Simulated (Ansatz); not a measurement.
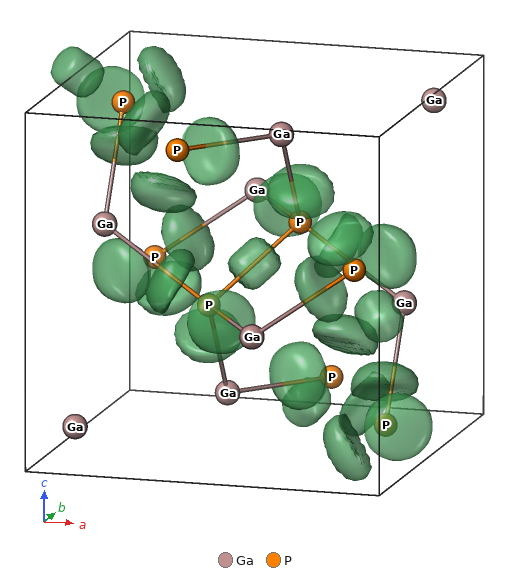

Figure 1: GaP. Isosurface of the electron localisation function at 0.8 (green), seen slightly off an axis. Core shells and regions of very low density are left out. Sticks mark near contacts.

Space group Pa-3; a generated structure, not necessarily the stable one; computed pressure about 12 GPa in this cell.

All numbers below come from DFT LDA, scalar-relativistic, plane waves, PAW in Ansatz 0.2.0.

```cif
data_structure
_symmetry_space_group_name_H-M 'P 1'
_symmetry_Int_Tables_number 1
_cell_length_a 6.3474
_cell_length_b 6.3474
_cell_length_c 6.3474
_cell_angle_alpha 90.000
_cell_angle_beta 90.000
_cell_angle_gamma 90.000
_cell_volume 255.73
loop_
_atom_site_label
_atom_site_type_symbol
_atom_site_fract_x
_atom_site_fract_y
_atom_site_fract_z
_atom_site_occupancy
Ga1 Ga 0.10826 0.10826 0.10826 1
Ga2 Ga 0.89174 0.89174 0.89174 1
Ga3 Ga 0.39174 0.89174 0.60826 1
Ga4 Ga 0.60826 0.10826 0.39174 1
Ga5 Ga 0.60826 0.39174 0.89174 1
Ga6 Ga 0.39174 0.60826 0.10826 1
Ga7 Ga 0.89174 0.60826 0.39174 1
Ga8 Ga 0.10826 0.39174 0.60826 1
P1 P 0.59967 0.59967 0.59967 1
P2 P 0.40033 0.40033 0.40033 1
P3 P 0.90033 0.40033 0.09967 1
P4 P 0.09967 0.59967 0.90033 1
P5 P 0.09967 0.90033 0.40033 1
P6 P 0.90033 0.09967 0.59967 1
P7 P 0.40033 0.09967 0.90033 1
P8 P 0.59967 0.90033 0.09967 1
```

Where are the electrons localised?

Answer. The surface consists of four regions between bonded P–P atoms and 24 lobes of the valence shell of P pointing towards Ga (polar bonds), counted in one cell of 16 atoms. Any copies at cell faces, edges or corners count once. Profiles from the grid: P–P (2.19 Å): the ELF peaks at about 0.85 between the atoms. Ga–P (2.28 Å): the ELF peaks at about 0.90 in the valence shell of P, 0.8 Å from its nucleus, and is about 0.75 at the midpoint.

Does the calculation give a band gap?

Answer. It is gapless in this calculation (a metal or semimetal).
